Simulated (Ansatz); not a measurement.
# Sn3H: what a guessed cell relaxes into, part 2 of 2

Where does this trial cell of Sn3H go when cell and atoms are let free?

Ansatz 0.2.0; DFT PBE, scalar-relativistic, plane waves, PAW. The steps go on from the part before.

## Step 4: Final relaxation

The end of the coarse run is made exact in the group found at a tolerance of 0.06 Å and reduced to its primitive cell.

input.yaml reads:

```yaml
crystal:
  lattice:
    - [3.356186082, 0.0, 0.0]
    - [-1.678093041, 2.9065424069, 0.0]
    - [0.0, 0.0, 8.9798155274]
  atoms:
    - { symbol: Sn, position: [0.0, 0.0, 0.0] }
    - { symbol: Sn, position: [0.6666666667, 0.3333333333, 0.6721536599] }
    - { symbol: Sn, position: [0.6666666667, 0.3333333333, 0.3278463401] }
    - { symbol: H, position: [0.0, 0.0, 0.5] }
basis:
  ecutwfc: 420
kpoints:
  mp_grid: { grid: [18, 18, 6] }
hamiltonian:
  xc: pbe
scf:
  occupations: { method: gaussian, width: 0.1 }
output:
  forces: true
  stress: true
  eigenvalues: true
  write_density: true
  write_potential: true
  elf: true
  volumetric_format: npy
relax:
  adjacent_minimum: "off"
  f_tol: 0.01
  max_steps: 80
  cell: { stress_tol: 0.05 }
```

Launch:

```
$ ansatz run input.yaml --threads 1 --pin off --max-ram 2560MiB --backend cpu --events-out ev --progress --plain --runs-dir out
```

Output:

```text
Warning: RAYON_NUM_THREADS=1 ignored (pool sized by the plan → 1); use --threads N
Engine: ansatz 0.2.0, aarch64-unknown-linux-gnu
Pseudopotentials: kind: paw
Pseudopotential: Sn, paw, valence charge 14, recommended cutoff 420 eV (normal), Sn.paw.azcp
Pseudopotential: H, paw, valence charge 1, recommended cutoff 420 eV (normal), H.paw.azcp
Functional definition: PBE
  parameter kappa = 0.804
  parameter beta = 0.06672455060314922
  exchange = pbe_x(kappa = kappa, mu = beta*pi^2/3)
  correlation = pbe_c(beta = beta)
Crystal: 4 atoms, lattice volume = 87.597 Å³
Basis set: ecut = 420 eV, 1723 PW (Γ), exchange–correlation on 48×48×128 points (8 copies of the dense FFT grid, shifted against one another)
Bands: 26, of which v1, the nominal top of the filled ones, is band 22 counted from 1 (21 counted from 0)
Symmetry: 12 space group operations
Space group: P-6m2 (ITA 187), of the structure as read, at distance tolerance 4.4e-5 Å
k-points: 148 of 1944 (time reversal used)
Non-local potential: Sn, projectors of the file, l = 0: 2, l = 1: 2, l = 2: 2, l = 3: 2
Non-local potential: H, projectors of the file, l = 0: 2, l = 1: 1
PAW form: soft (Blöchl's): semilocal exchange-correlation on the pseudo side does not see the compensation charge
PAW one-centre angular grid: Sn, 590 points (default); XC on 64 Gauss nodes
PAW one-centre angular grid: H, 110 points (default); XC on 64 Gauss nodes
Initial density: superposition of atomic densities (neutral atoms: chi_scale 0, normalization atom), corrected by the library's trained network
Initial wavefunctions: pseudopotential atomic-orbital guess
Functional: x = pbe(κ = 0.804, μ = 0.2195149727645171), c = pbe(β = 0.06672455060314922)
SCF iter   1: F=—  HF=-18087.294469 eV  |F-HF|=—  |Δ(HF+E_count)|=         —  Δρ=1.49e-3  dr2=2.77e-3  ethr=1.77e-3  ⟨swp⟩=8.7  Hψ=39959  notcnv=0  defer=13
automatic band count: the SCF goes on with 30 bands, as 26 were too few: the levels above may hold too much charge
preconditioner: auto → Kerker (q_TF=auto, 2.423 Å⁻¹)  [metal: Δε(μ)=0.016 eV  Ē_g=20.690 eV  σ=0.100 eV  W_gap=0.09  n_scr=24 (ndim 8)  ℏωp=26.0 eV  f_vac=0.000  D(μ)=1.96/eV (n_scr^D=4)]
SCF iter   2: F=—  HF=-18087.292580 eV  |F-HF|=—  |Δ(HF+E_count)|=   1.89e-3  Δρ=1.13e-3  dr2=1.42e-3  ethr=6.43e-6  ⟨swp⟩=2.0  Hψ=8576  notcnv=0  defer=18
SCF iter   3: F=—  HF=-18087.292470 eV  |F-HF|=—  |Δ(HF+E_count)|=   1.10e-4  Δρ=4.42e-4  dr2=2.75e-4  ethr=3.31e-6  ⟨swp⟩=2.4  Hψ=7363  notcnv=0  defer=18
SCF iter   4: F=—  HF=-18087.292458 eV  |F-HF|=—  |Δ(HF+E_count)|=   1.26e-5  Δρ=2.54e-4  dr2=4.48e-5  ethr=6.40e-7  ⟨swp⟩=2.0  Hψ=4751  notcnv=0  defer=18
SCF iter   5: F=—  HF=-18087.292438 eV  |F-HF|=—  |Δ(HF+E_count)|=   1.98e-5  Δρ=4.69e-5  dr2=3.95e-6  ethr=1.04e-7  ⟨swp⟩=2.0  Hψ=7208  notcnv=0  defer=18
SCF iter   6: F=—  HF=-18087.292438 eV  |F-HF|=—  |Δ(HF+E_count)|=   9.44e-8  Δρ=1.32e-5  dr2=3.08e-7  ethr=9.18e-9  ⟨swp⟩=2.2  Hψ=7176  notcnv=0  defer=18
SCF iter   7: F=-18087.292438 eV  HF=-18087.292438 eV  |F-HF|=3.16e-8  |Δ(HF+E_count)|=   6.55e-8  Δρ=5.36e-6  dr2=4.33e-8  ethr=2.33e-10  ⟨swp⟩=12.8  Hψ=31013  notcnv=0
SCF 1 converged in 7 iterations: F = -18087.292438 eV  dr2 = 4.33e-8
relax step   1: F+E_penalty+E_count = -18087.29243752 eV  Δ(F+E_penalty+E_count) = +0.000e0 eV  max|allowed force component| = 3.463e-1 eV/Å  Δτ_max = 0.0000 Å  P = +0.234 GPa  Ω = 87.597 Å³  (7 SCF iters, dr2 threshold 1.00e-7 eV, accepted)
Crystal: 4 atoms, lattice volume = 87.885 Å³
Bands: 30, of which v1, the nominal top of the filled ones, is band 22 counted from 1 (21 counted from 0)
Initial density: handed on by an earlier stage of this run
Initial wavefunctions: those handed on with the density
iter 1 solved again at ethr=4.05e-5 eV; its pass at ethr=3.10e-3 eV (dr2=1.74e-2 eV) is discarded
SCF iter   1: F=—  HF=-18087.312261 eV  |F-HF|=—  |Δ(HF+E_count)|=         —  Δρ=2.41e-3  dr2=1.51e-2  ethr=4.05e-5  ⟨swp⟩=1.8  Hψ=26174  notcnv=0
preconditioner: auto → Kerker (q_TF=auto, 2.422 Å⁻¹)  [metal: Δε(μ)=0.005 eV  Ē_g=20.673 eV  σ=0.100 eV  W_gap=0.03  n_scr=24 (ndim 8)  ℏωp=26.0 eV  f_vac=0.000  D(μ)=1.99/eV (n_scr^D=4)]
SCF iter   2: F=—  HF=-18087.311198 eV  |F-HF|=—  |Δ(HF+E_count)|=   1.06e-3  Δρ=1.55e-3  dr2=6.59e-3  ethr=3.51e-5  ⟨swp⟩=1.0  Hψ=4440  notcnv=0
SCF iter   3: F=—  HF=-18087.310382 eV  |F-HF|=—  |Δ(HF+E_count)|=   8.16e-4  Δρ=1.97e-4  dr2=1.15e-4  ethr=1.53e-5  ⟨swp⟩=1.1  Hψ=4449  notcnv=0
SCF iter   4: F=—  HF=-18087.310375 eV  |F-HF|=—  |Δ(HF+E_count)|=   6.80e-6  Δρ=8.61e-5  dr2=1.13e-5  ethr=2.68e-7  ⟨swp⟩=2.1  Hψ=5539  notcnv=0
SCF iter   5: F=—  HF=-18087.310375 eV  |F-HF|=—  |Δ(HF+E_count)|=   2.06e-7  Δρ=2.39e-5  dr2=1.86e-6  ethr=2.63e-8  ⟨swp⟩=2.4  Hψ=6977  notcnv=0
SCF iter   6: F=-18087.310375 eV  HF=-18087.310375 eV  |F-HF|=4.91e-8  |Δ(HF+E_count)|=   1.27e-7  Δρ=9.21e-6  dr2=1.17e-7  ethr=9.30e-10  ⟨swp⟩=11.0  Hψ=31200  notcnv=0
SCF 2 converged in 6 iterations: F = -18087.310375 eV  dr2 = 1.17e-7
relax step   2: F+E_penalty+E_count = -18087.31037511 eV  Δ(F+E_penalty+E_count) = -1.794e-2 eV  max|allowed force component| = 1.233e-1 eV/Å  Δτ_max = 0.1012 Å  P = -0.157 GPa  Ω = 87.885 Å³  energy of the carried Pulay correction = -8.734e-5 eV  (6 SCF iters, dr2 threshold 4.00e-7 eV, accepted)
Crystal: 4 atoms, lattice volume = 87.653 Å³
iter 1 solved again at ethr=1.76e-6 eV; its pass at ethr=3.10e-3 eV (dr2=7.56e-4 eV) is discarded
SCF iter   1: F=—  HF=-18087.314692 eV  |F-HF|=—  |Δ(HF+E_count)|=         —  Δρ=5.86e-4  dr2=7.71e-4  ethr=1.76e-6  ⟨swp⟩=3.0  Hψ=24826  notcnv=0
preconditioner: auto → Kerker (q_TF=auto, 2.423 Å⁻¹)  [metal: Δε(μ)=0.010 eV  Ē_g=20.688 eV  σ=0.100 eV  W_gap=0.05  n_scr=24 (ndim 8)  ℏωp=26.0 eV  f_vac=0.000  D(μ)=2.02/eV (n_scr^D=4)]
SCF iter   2: F=—  HF=-18087.314642 eV  |F-HF|=—  |Δ(HF+E_count)|=   4.97e-5  Δρ=3.67e-4  dr2=3.16e-4  ethr=1.76e-6  ⟨swp⟩=1.0  Hψ=4440  notcnv=0
SCF iter   3: F=—  HF=-18087.314609 eV  |F-HF|=—  |Δ(HF+E_count)|=   3.32e-5  Δρ=5.31e-5  dr2=5.73e-6  ethr=7.35e-7  ⟨swp⟩=1.0  Hψ=4447  notcnv=0
SCF iter   4: F=-18087.314609 eV  HF=-18087.314609 eV  |F-HF|=6.79e-8  |Δ(HF+E_count)|=   8.58e-8  Δρ=1.53e-5  dr2=2.68e-7  ethr=9.30e-10  ⟨swp⟩=8.4  Hψ=31329  notcnv=0
SCF 3 converged in 4 iterations: F = -18087.314609 eV  dr2 = 2.68e-7
relax step   3: F+E_penalty+E_count = -18087.31460870 eV  Δ(F+E_penalty+E_count) = -4.234e-3 eV  max|allowed force component| = 2.836e-2 eV/Å  Δτ_max = 0.0262 Å  P = -0.003 GPa  Ω = 87.653 Å³  energy of the carried Pulay correction = -1.704e-5 eV  (4 SCF iters, dr2 threshold 4.00e-7 eV, accepted)
Crystal: 4 atoms, lattice volume = 87.755 Å³
iter 1 solved again at ethr=1.88e-7 eV; its pass at ethr=3.10e-3 eV (dr2=8.10e-5 eV) is discarded
SCF iter   1: F=—  HF=-18087.314794 eV  |F-HF|=—  |Δ(HF+E_count)|=         —  Δρ=1.71e-4  dr2=8.21e-5  ethr=1.88e-7  ⟨swp⟩=2.6  Hψ=23715  notcnv=0
preconditioner: auto → Kerker (q_TF=auto, 2.422 Å⁻¹)  [metal: Δε(μ)=0.011 eV  Ē_g=20.685 eV  σ=0.100 eV  W_gap=0.06  n_scr=24 (ndim 8)  ℏωp=26.0 eV  f_vac=0.000  D(μ)=2.02/eV (n_scr^D=4)]
SCF iter   2: F=—  HF=-18087.314788 eV  |F-HF|=—  |Δ(HF+E_count)|=   5.74e-6  Δρ=1.09e-4  dr2=3.56e-5  ethr=1.88e-7  ⟨swp⟩=1.0  Hψ=4440  notcnv=0
SCF iter   3: F=—  HF=-18087.314787 eV  |F-HF|=—  |Δ(HF+E_count)|=   1.17e-6  Δρ=1.57e-5  dr2=6.39e-7  ethr=8.28e-8  ⟨swp⟩=1.1  Hψ=4448  notcnv=0
SCF iter   4: F=—  HF=-18087.314787 eV  |F-HF|=—  |Δ(HF+E_count)|=   3.79e-8  Δρ=6.06e-6  dr2=5.73e-8  ethr=1.49e-9  ⟨swp⟩=2.2  Hψ=5288  notcnv=0
SCF iter   5: F=-18087.314787 eV  HF=-18087.314787 eV  |F-HF|=5.76e-9  |Δ(HF+E_count)|=   2.18e-9  Δρ=1.96e-6  dr2=1.07e-8  ethr=1.17e-10  ⟨swp⟩=8.6  Hψ=22659  notcnv=0
SCF 4 converged in 5 iterations: F = -18087.314787 eV  dr2 = 1.07e-8
relax step   4: F+E_penalty+E_count = -18087.31478681 eV  Δ(F+E_penalty+E_count) = -1.781e-4 eV  max|allowed force component| = 2.130e-3 eV/Å  Δτ_max = 0.0082 Å  P = -0.038 GPa  Ω = 87.755 Å³  energy of the carried Pulay correction = -4.808e-5 eV  (5 SCF iters, dr2 threshold 5.03e-8 eV, accepted)
Initial wavefunctions: pseudopotential atomic-orbital guess (no wavefunctions were taken with the density)
iter 1 solved again at ethr=5.06e-7 eV; its pass at ethr=3.10e-3 eV (dr2=2.17e-4 eV) is discarded
SCF iter   1: F=—  HF=-18087.314827 eV  |F-HF|=—  |Δ(HF+E_count)|=         —  Δρ=3.09e-5  dr2=4.44e-8  ethr=5.06e-7  ⟨swp⟩=2.9  Hψ=32151  notcnv=0
eigensolver tolerance schedule: the retry pair's looser diagonalisation over-reported the residual by 4897.45 of it (diagonalisation noise at 3.98 of the residual, at the tolerance the schedule requests for it); recorded, not acted on — ethr = c·dr2/N_el stays at c = 1.0e-1
preconditioner: auto → Kerker (q_TF=auto, 2.422 Å⁻¹)  [metal: Δε(μ)=0.010 eV  Ē_g=20.684 eV  σ=0.100 eV  W_gap=0.06  n_scr=24 (ndim 8)  ℏωp=26.0 eV  f_vac=0.000  D(μ)=2.02/eV (n_scr^D=4)]
SCF iter   2: F=—  HF=-18087.314835 eV  |F-HF|=—  |Δ(HF+E_count)|=   7.92e-6  Δρ=1.58e-5  dr2=1.44e-8  ethr=1.03e-10  ⟨swp⟩=2.9  Hψ=8200  notcnv=0
SCF iter   3: F=—  HF=-18087.314836 eV  |F-HF|=—  |Δ(HF+E_count)|=   1.35e-6  Δρ=1.14e-6  dr2=1.50e-9  ethr=3.34e-11  ⟨swp⟩=2.0  Hψ=5404  notcnv=0
SCF iter   4: F=—  HF=-18087.314836 eV  |F-HF|=—  |Δ(HF+E_count)|=  3.82e-10  Δρ=6.99e-7  dr2=6.07e-10  ethr=3.48e-12  ⟨swp⟩=1.5  Hψ=4902  notcnv=0
SCF iter   5: F=—  HF=-18087.314836 eV  |F-HF|=—  |Δ(HF+E_count)|=   1.68e-9  Δρ=1.73e-7  dr2=4.07e-11  ethr=1.41e-12  ⟨swp⟩=2.3  Hψ=5498  notcnv=0
SCF iter   6: F=-18087.314836 eV  HF=-18087.314836 eV  |F-HF|=7.28e-12  |Δ(HF+E_count)|=    0.00e0  Δρ=5.88e-8  dr2=2.94e-12  ethr=1.00e-12  ⟨swp⟩=6.2  Hψ=17328  notcnv=0
SCF 5 converged in 6 iterations: F = -18087.314836 eV  dr2 = 2.94e-12
relax step   5: F+E_penalty+E_count = -18087.31483647 eV  Δ(F+E_penalty+E_count) = -4.966e-5 eV  max|allowed force component| = 2.209e-3 eV/Å  Δτ_max = 0.0000 Å  P = -0.037 GPa  Ω = 87.755 Å³  stress off target by 4.51e-2 GPa  SCF on the basis re-selected at this cell (its energy is not comparable with the rows above)  (6 SCF iters)
basis re-selected at this cell: Δ(F+E_penalty+E_count) = -4.966e-5 eV, ΔP = +0.001 GPa vs the last step (what re-selecting the basis moved, of the pressure what is left beyond the Pulay correction that the steps carried, after the strain that the cell walked since its last selection, with what the two solves' SCF thresholds leave and, on support functions, any second-order correction that the steps lacked; it is no measure of the basis error at this ecutwfc). This SCF's stress stands 4.51e-2 GPa from its target on what of the cell is left free (relax.cell.stress_tol is 5.00e-2 GPa) and its largest allowed force component is 2.21e-3 eV/Å (relax.f_tol is 1.00e-2 eV/Å): within both
SCF converged after 6 iterations
Free energy (F): -18087.314836 eV
Harris-Foulkes:  -18087.314836 eV  (|F-HF|=7.28e-12)
Internal energy: -18087.304754 eV  (E = F + TS)
E sigma→0 (E₀):  -18087.309795 eV
Entropy (-TS):   -0.010083 eV (-2.521 meV/atom)
Fermi energy:    10.075553 eV
--- Per-component energies (eV) ---
  E_band       = -271.682152
  E_kinetic    = 569.182132
  E_local      = -2601.401811  (includes V_loc(G=0)·N_el)
  E_nonlocal   = -97.103110
  E_hartree    = 1607.230520
  E_xc         = -1157.177427
  E_vxc        = -299.809141  (∫ρ·V_xc dr)
  E_paw        = -12403.612464  (= ΣΔE_a)
  E_vpaw       = -1057.010311  (= ΣTr[D̂ρ^β])
  E_aug_tail   = -0.000968  (compensation charges beyond the density's cutoff)
  E_ewald      = -4004.421626
  E_smearing   = -0.010083  (= −TS)
  E_closure    = -0.000000  (closes the sum)
  Σ components = -18087.314836   (vs F -18087.314836, Δ=0.00e0)
--- Forces (eV/Å), atoms counted from 1 ---
  atom   1  Sn     0.00000000     0.00000000    -0.00000000
  atom   2  Sn     0.00000000    -0.00000000     0.00220889
  atom   3  Sn     0.00000000    -0.00000000    -0.00220889
  atom   4  H      0.00000000     0.00000000    -0.00000000
  max |Σ_I F_I| component: 9.22e-17 eV/Å
--- Stress (GPa, compression-positive) ---
       -0.045148       0.000000       0.000000
        0.000000      -0.045148       0.000000
        0.000000       0.000000      -0.020924
  P = ⅓ Tr σ = -0.0371 GPa (-0.371 kbar)
--- Band table (eV; the first three rows and the last of 148) ---
  k-point 0: bands = ["-11.5822", "-11.5046", "-11.5046", "-11.5023", "-11.5023", "-11.4883", "-11.4566", "-11.4501", "-11.4501", "-11.4178", "-11.4178", "-11.4110", "-11.4110", "-11.3405", "-11.3405", "-1.0023", "0.8564", "0.8842", "6.5839", "7.6232", "14.3400", "15.4555", "16.2375", "16.2375", "17.3971", "17.3971", "17.6106", "17.6106", "19.2696", "20.3542"]
  k-point 1: bands = ["-11.5820", "-11.5052", "-11.5052", "-11.5017", "-11.5017", "-11.4887", "-11.4564", "-11.4490", "-11.4490", "-11.4242", "-11.4242", "-11.4052", "-11.4052", "-11.3411", "-11.3411", "-0.9529", "0.3219", "1.4904", "5.8587", "8.4693", "13.7918", "15.4739", "16.2798", "16.2798", "17.1860", "17.1860", "17.7797", "17.7797", "19.7115", "20.3330"]
  k-point 2: bands = ["-11.5816", "-11.5060", "-11.5060", "-11.5009", "-11.5009", "-11.4894", "-11.4561", "-11.4458", "-11.4458", "-11.4324", "-11.4324", "-11.3991", "-11.3991", "-11.3423", "-11.3423", "-0.8102", "-0.1254", "2.1046", "4.9791", "9.7483", "12.6149", "15.4875", "16.4001", "16.4001", "16.9020", "16.9020", "17.9431", "17.9431", "20.2112", "20.4513"]
  k-point 147: bands = ["-11.5080", "-11.5043", "-11.4941", "-11.4726", "-11.4517", "-11.4369", "-11.4337", "-11.4329", "-11.4305", "-11.4005", "-11.3860", "-11.3816", "-11.3643", "-11.3509", "-11.3365", "4.2936", "4.8430", "5.2347", "5.2985", "7.5594", "7.7363", "8.8041", "9.2646", "9.8442", "9.9555", "10.0600", "14.1165", "14.8779", "15.6434", "19.3643"]
--- Relaxed structure (4 steps of the walk, 4 accepted, 1 SCFs on fresh bases) ---
  F+E_penalty+E_count = -18087.31483647 eV   max|allowed force component| = 2.209e-3 eV/Å   (the final SCF, on the basis selected at the relaxed cell)
  cell:  # Å, volume = 87.7554 Å³
    - [3.3446813655015144, -1.2772801187014969e-18, -3.29896320801629e-33]
    - [-1.6723406827507572, 2.8965790300887364, -1.2075043402841695e-33]
    - [-8.826709936686705e-33, -8.826709936686705e-33, 9.058026300627004]
  atoms:
    - { symbol: Sn, position: [-2.7755575615628904e-17, 1.14412197442867e-32, -7.727212082179939e-19] }
    - { symbol: Sn, position: [0.6666666666666666, 0.3333333333333333, 0.6795985380722966] }
    - { symbol: Sn, position: [0.6666666666666666, 0.3333333333333333, 0.3204014619277035] }
    - { symbol: H, position: [-2.7755575615628904e-17, 1.1264521369857562e-32, 0.5000000000000001] }
```

Wall time 2.4 min (1 thread of Arm Neoverse V2, shared host); peak memory 0.56 GiB.

Relaxation path:

```
step  energy from step 1 (eV/cell)  largest force component (eV/Å)  pressure (GPa)  volume (Å³)
   1                        0.0000                          0.3463            0.23        87.60
   2                       -0.0179                          0.1233           -0.16        87.88
   3                       -0.0222                          0.0284            0.00        87.65
   4                       -0.0223                          0.0021           -0.04        87.76
   5                       -0.0224                          0.0022           -0.04        87.76
```

Step 1 is the start. Step 5 repeats the geometry before it on a plane-wave basis chosen anew for that cell, so its energy need not be comparable with the rows above.

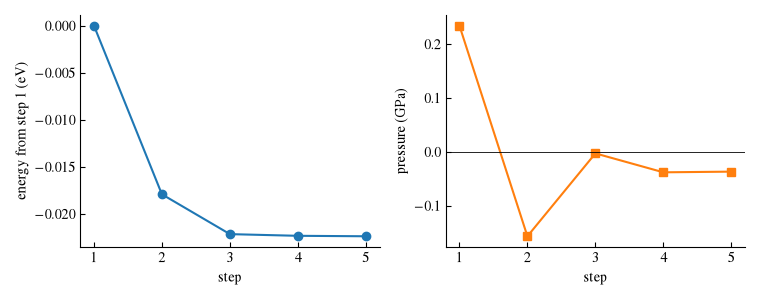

Energy and pressure along the relaxation.

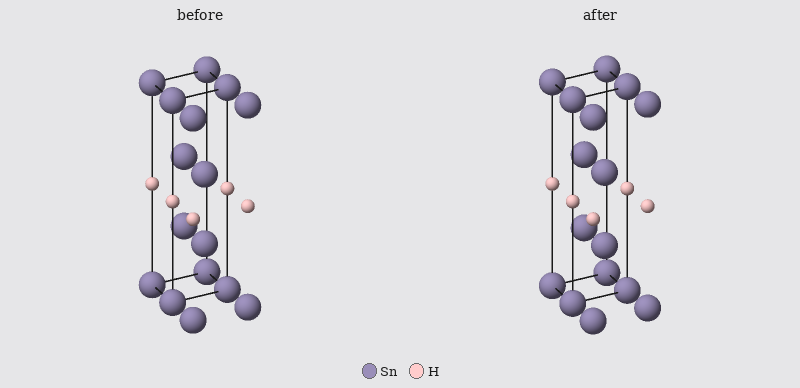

Before and after, at one scale.

|  | before | after | change |
| --- | --- | --- | --- |
| a (Å) | 3.356 | 3.345 | -0.3 % |
| b (Å) | 3.356 | 3.345 | -0.3 % |
| c (Å) | 8.980 | 9.058 | +0.9 % |
| volume (Å³/atom) | 21.90 | 21.94 | +0.2 % |
| shortest distance (Å) | 2.479 | 2.525 | +1.9 % |
| space group (0.01 Å) | P-6m2 | P-6m2 | same |

Forces and stress were held to the start's 12 operations: a distortion of lower symmetry was not tested.

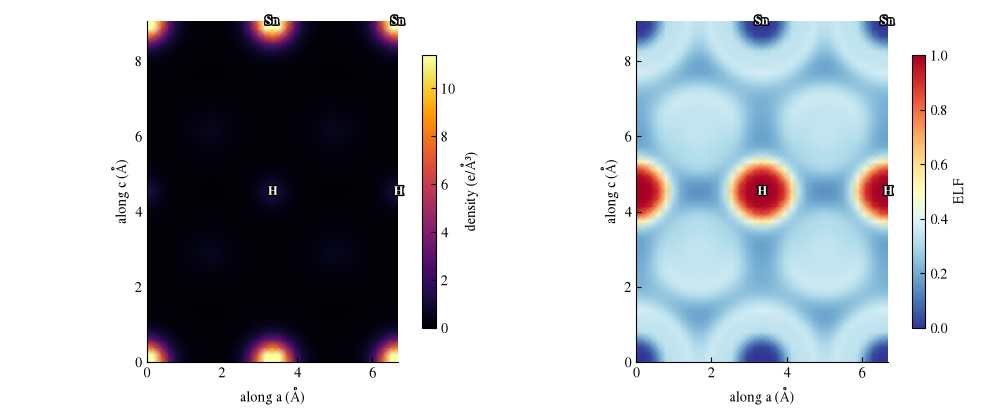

Density (left) and ELF (right) in a lattice plane of the grid's cell (edges 3.34 and 9.06 Å, at 0.000 of the third edge), which holds Sn and H. Only atoms in the plane are labelled; the density scale stops at 11.38 e/Å³. Both are smooth fields of the valence electrons: close to the nuclei they are not physical.

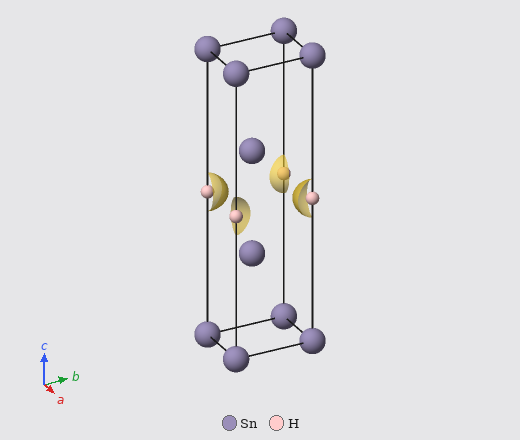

Surface of ELF = 0.85, drawn in one cell.

Maxima of ELF outside the ion cores: 1.00 at H.

## Step 5: Changing settings: pseudopotentials.kind nc, pseudopotentials.accuracy standard, ecutwfc left out

Changes to input.yaml since step 4:

```diff
@@ -10,4 +10,2 @@
     - { symbol: H, position: [0.0, 0.0, 0.5] }
-basis:
-  ecutwfc: 420
 kpoints:
@@ -16,2 +14,3 @@
   xc: pbe
+  pseudopotentials: { kind: nc, accuracy: standard }
 scf:
@@ -20,8 +19,4 @@
   forces: true
+  eigenvalues: true
   stress: true
-  eigenvalues: true
-  write_density: true
-  write_potential: true
-  elf: true
-  volumetric_format: npy
 relax:
```

Launch:

```
$ ansatz run input.yaml --threads 1 --pin off --max-ram 2560MiB --backend cpu --events-out ev --progress --plain --runs-dir out
```

Output, shortened:

```text
Warning: RAYON_NUM_THREADS=1 ignored (pool sized by the plan → 1); use --threads N
[...]
Pseudopotentials: kind: nc
Pseudopotential: Sn, nc, valence charge 14, recommended cutoff 979.609905 eV (normal), Sn.nc.azcp (PseudoDojo's, or run here from an input of PseudoDojo's; its table is named by hamiltonian.pseudopotentials.accuracy)
Pseudopotential: H, nc, valence charge 1, recommended cutoff 979.609905 eV (normal), H.nc.azcp (PseudoDojo's, or run here from an input of PseudoDojo's; its table is named by hamiltonian.pseudopotentials.accuracy)
[... 1 set-up line as earlier in the session ...]
[...]
Crystal: 4 atoms, lattice volume = 87.597 Å³
Basis set: ecut = 979.609905 eV, 6183 PW (Γ), exchange–correlation on 72×72×192 points (8 copies of the dense FFT grid, shifted against one another)
Bands: 26, of which v1, the nominal top of the filled ones, is band 22 counted from 1 (21 counted from 0)
[... 1 set-up line as earlier in the session ...]
[...]
       -0.036357       0.000000       0.000000
        0.000000      -0.036357       0.000000
        0.000000       0.000000      -0.010027
  P = ⅓ Tr σ = -0.0276 GPa (-0.276 kbar)
--- Band table (eV; the first three rows and the last of 148) ---
[...]
--- Relaxed structure (4 steps of the walk, 4 accepted, 1 SCFs on fresh bases) ---
  F+E_penalty+E_count = -6450.48462081 eV   max|allowed force component| = 1.732e-3 eV/Å   (the final SCF, on the basis selected at the relaxed cell)
  cell:  # Å, volume = 87.6052 Å³
    - [3.3428748940755537, -1.4778387357443972e-18, -3.29896320801629e-33]
    - [-1.6714374470377769, 2.895014579942644, -1.2075043402841695e-33]
    - [-8.826709936686705e-33, -8.826709936686705e-33, 9.052306089674278]
  atoms:
    - { symbol: Sn, position: [-2.775557561562891e-17, 3.6609694452037076e-33, 8.693113592452432e-19] }
    - { symbol: Sn, position: [0.6666666666666667, 0.33333333333333337, 0.6797123524133951] }
    - { symbol: Sn, position: [0.6666666666666667, 0.33333333333333337, 0.32028764758660505] }
    - { symbol: H, position: [-2.775557561562891e-17, 1.2534540936066992e-33, 0.5] }
```

Run time: 6.3 min. Hardware: 1 thread of Arm Neoverse V2, shared host; peak memory 1 GiB.

| run | ending | energy change | pressure (GPa) | gap (eV) | force (eV/Å) | cycles | time |
| --- | --- | --- | --- | --- | --- | --- | --- |
| step 4 | converged | - | 0.0 | 0.00 | 0.00 | - | 2.4 min |
| variant | converged | not comparable | 0.0 | 0.00 | 0.00 | - | 6.3 min |

After a change of potentials the difference of the totals has no physical meaning; the final volume goes from 87.76 to 87.61 Å³. The cutoff changed too.

## Step 6: Summary of results

The summary covers parts 1 to 2. Changes of volume or cell count from the first structure of part 1.

| quantity | value |
| --- | --- |
| symmetry at the end (tolerance 0.05 Å) | space group P-6m2 (No. 187) |
| conventional cell | a = 3.345 Å, b = 3.345 Å, c = 9.058 Å, α = 90.00°, β = 90.00°, γ = 120.00° |
| volume | 21.94 Å³/atom |
| energy over the elements (uncorrected; H, N, O, F and Cl as molecules), grey Sn | +0.30 eV/atom |
| gap on the mesh | none (metal) |

What this shows: The space group P-6m2 (No. 187) is kept, and the volume per atom shrinks by 22.4 % from the first guess. The formation energy is positive, so the separate elements lie lower. No finished test with a distortion of lower symmetry is shown, so the end may be a saddle point.
